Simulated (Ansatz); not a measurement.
Au: several calculations on one system

**1. Relaxation**

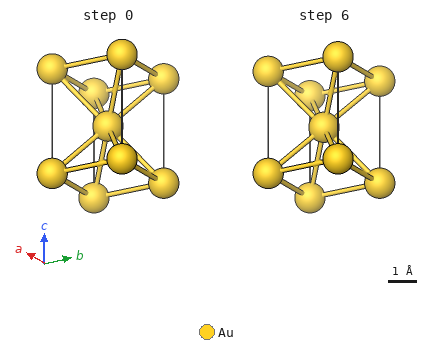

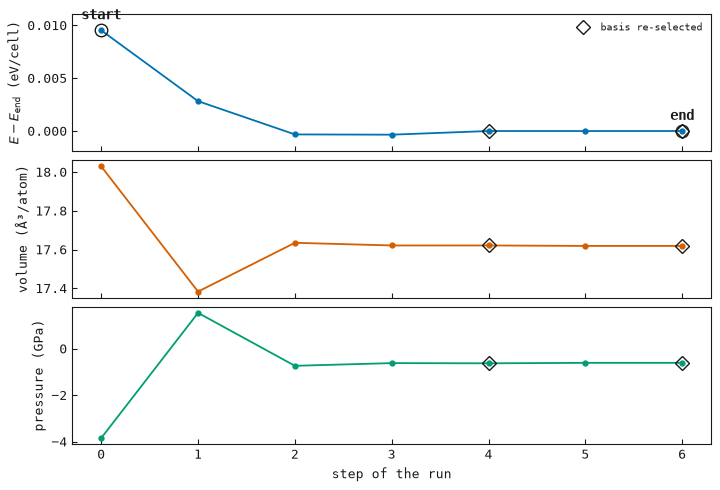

First and last geometry of a relaxation of solid Au (set up in I4/mmm), with the history of the run. Style: ball-and-stick. Shown: the cell of the calculation, from a free direction.

Case: biaxial strain in the a-b plane of +2.0 %; c and atoms relaxed.

Level of theory: DFT r2SCAN, scalar-relativistic, plane waves, PAW (Ansatz 0.2.0). Settings: plane-wave cutoff 500 eV; k-point mesh 18 × 18 × 12; occupations gaussian; smearing width 0.1 eV; no spin polarisation; cell relaxed at fixed a, b, gamma; force threshold 0.008 eV/Å; at most 40 steps.

> Did the run converge, and what did it change?

It converged. After 4 accepted moves (6 points after the start) the energy has fallen by 9.5 meV per cell of the calculation. All forces vanish by symmetry, so only the cell relaxes. The pressure goes from −3.85 to −0.61 GPa. At 2 points the geometry stayed and the basis and grid were re-selected for the new cell (energy shift of 0.3 meV per cell of the calculation at most each time). No atom moves by more than 0.005 Å relative to the cell. The volume changes by −2.3 %, with a = b unchanged at 2.975 Å, c 4.075 → 3.982 Å (−2.3 %). Among the contacts that change: Au–Au 2.928 → 2.896 Å. The space group stays I4/mmm (No. 139). The run took 5.1 min on 1 thread of Intel(R) Xeon(R) Platinum 8259CL CPU @ 2.50GHz (Skylake/Cascade Lake), on a shared host, peak memory 0.71 GiB.

| step | E − E(0), meV/atom | pressure, GPa | volume, Å³/atom | note |
| --- | --- | --- | --- | --- |
| 0 | 0.00 | -3.85 | 18.029 |  |
| 1 | -3.35 | 1.54 | 17.383 |  |
| 2 | -4.92 | -0.74 | 17.635 |  |
| 3 | -4.94 | -0.62 | 17.621 |  |
| 4 | -4.76 | -0.63 | 17.621 | same geometry, new basis |
| 5 | -4.76 | -0.61 | 17.619 |  |
| 6 | -4.76 | -0.61 | 17.619 | same geometry, new basis |

**2. Relaxation**

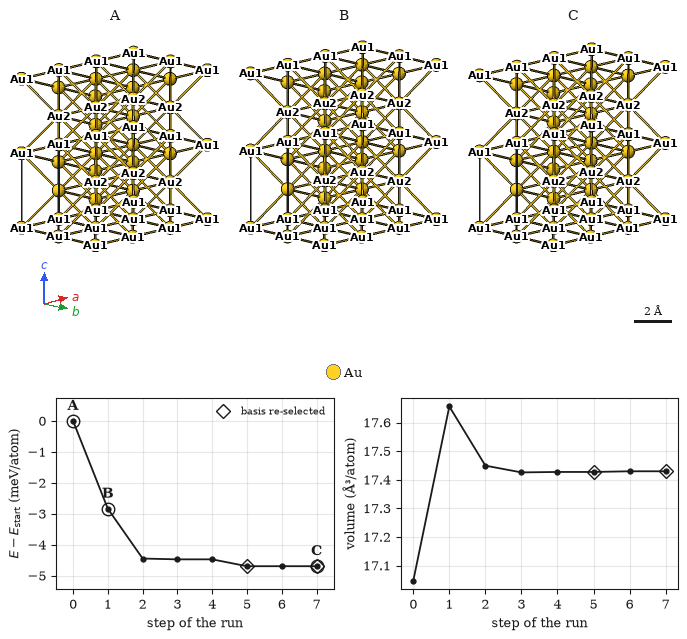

Frames of a relaxation of a crystal of Au (set up in I4/mmm), marked on the history of the run. The picture is a ball-and-stick view of the cell of the calculation, repeated 3 × 2 × 2 with one cell outlined, seen from a free direction.

Case: biaxial strain in the a-b plane of -2.0 %; c and atoms relaxed.

Theory: Ansatz, DFT r2SCAN, scalar-relativistic, plane waves, PAW.

The input:
```yaml
crystal:
  lattice:
    - [2.0209460508, 2.0209460508, 0.0]
    - [-2.0209460508, 2.0209460508, 0.0]
    - [0.0, 0.0, 4.1738722519]
  atoms:
    - { symbol: Au, position: [0.0, 0.0, 0.0] }
    - { symbol: Au, position: [0.5, 0.5, 0.5] }
basis:
  ecutwfc: 500
kpoints:
  mp_grid: { grid: [18, 18, 12] }
hamiltonian:
  xc: r2scan
scf:
  occupations: { method: gaussian, width: 0.1 }
output:
  forces: true
  stress: true
  eigenvalues: true
relax:
  adjacent_minimum: "off"
  f_tol: 0.008
  max_steps: 40
  cell: { stress_tol: 0.015, fix: [a, b, gamma] }
```

Launched with:
```bash
ansatz run input.yaml --threads 1 --pin off --max-ram 2560MiB --backend cpu --events-out ev --progress --plain --runs-dir out
```

Describe the path.

Over 5 accepted moves (7 points after the start) the energy falls by 4.7 meV per atom. All forces vanish by symmetry, so only the cell relaxes. The pressure goes from 4.85 to 1.13 GPa. The SCF was repeated twice at an unchanged geometry on a basis and grid sized afresh for the cell, which shifted the energy by 0.2 meV per atom at most. The atoms keep their places relative to the cell (all moves are under 0.005 Å). The volume changes by +2.2 %, with a = b unchanged at 2.858 Å, c 4.174 → 4.268 Å (+2.2 %). Near-neighbour distances that change, for instance: Au1–Au2 2.905 → 2.939 Å. The space group stays I4/mmm (No. 139). From step 0 to 1: volume +3.6 %, energy −2.8 meV per atom. From step 1 to 7: volume −1.3 %, energy −1.9 meV per atom.

```csv
step,"E − E(0), meV/atom","pressure, GPa","volume, Å³/atom",note
0,0.00,4.85,17.047,
1,-2.84,-0.83,17.656,
2,-4.44,0.94,17.449,
3,-4.47,1.16,17.426,
4,-4.47,1.14,17.427,
5,-4.69,1.16,17.427,"same geometry, new basis"
6,-4.69,1.13,17.430,
7,-4.69,1.13,17.430,"same geometry, new basis"
```

**3. A change**

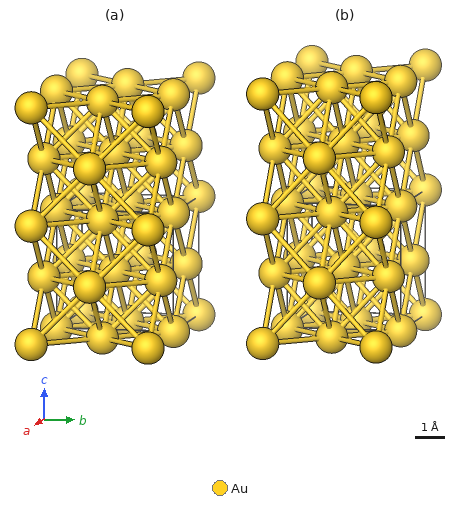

Left: solid Au (set up in Fm-3m). Right: the same structure after one change, at the same scale. The picture is a ball-and-stick view of the conventional cell (2 times the calculation's cell), repeated 2 × 1 × 2 with one cell outlined, seen slightly off an axis. Lengths and directions refer to the drawn axes.

The calculation used DFT r2SCAN, scalar-relativistic, plane waves, PAW in Ansatz. Settings: plane-wave cutoff 500 eV; k-point mesh 18 × 18 × 12; occupations gaussian; smearing width 0.1 eV; no spin polarisation.

> Which change leads from the left to the right?

Biaxial strain in the a–b plane, −3.0 %, is applied. The c axis and the atoms are relaxed.

> And its effect?

The drawn cell changes as follows: a = b 4.124 → 4.001 Å (−3.0 %), c 4.124 → 4.347 Å (+5.4 %); the volume changes by −0.8 %. No atom moves by more than 0.005 Å relative to the cell. Among the bonded contacts that change: Au–Au 2.916 → 2.829 to 2.954 Å. The space group (tolerance 0.01 Å) goes from Fm-3m (No. 225) to I4/mmm (No. 139). Energy change: +8.7 meV per atom. The pressure goes from 0.0 to 1.6 GPa. The principal stresses (compression positive) are 0.0 GPa along c and 2.4 GPa across it.

**4. Series**

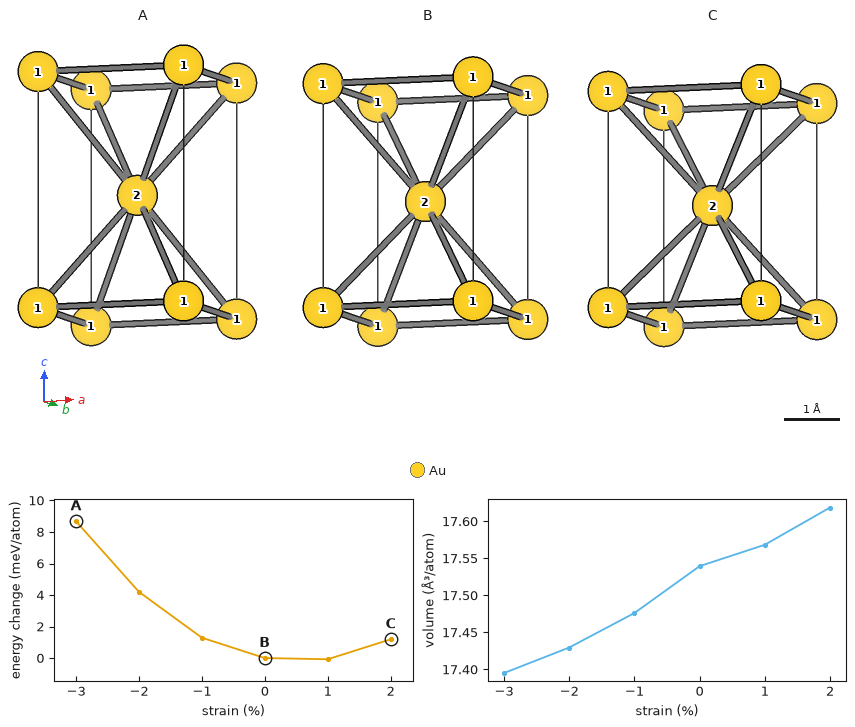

Members of a series of calculations on solid Au (set up in Fm-3m), marked on the first curve. Style: ball-and-stick. Shown: the cell of the calculation, from a free direction.

Level of theory: Ansatz 0.2.0, DFT r2SCAN, scalar-relativistic, plane waves, PAW. Settings: plane-wave cutoff 500 eV; k-point mesh 18 × 18 × 12; occupations gaussian; smearing width 0.1 eV; no spin polarisation.

Describe the series.

Biaxial strain in the a–b plane, c and atoms relaxed. A (strain −3.0 %): energy change 8.7 meV/atom, volume 17.40 Å³ per atom. B (strain 0.0 %): energy change 0.0 meV/atom, volume 17.54 Å³ per atom. C (strain 2.0 %): energy change 1.2 meV/atom, volume 17.62 Å³ per atom. The rest compares A with C. The drawn cell changes as follows: a = b 2.829 → 2.975 Å (+5.2 %), c 4.347 → 3.982 Å (−8.4 %); the volume changes by +1.3 %. Among the bonded contacts that change: Au–Au 2.829 → 2.975 Å, Au–Au 2.954 → 2.896 Å.
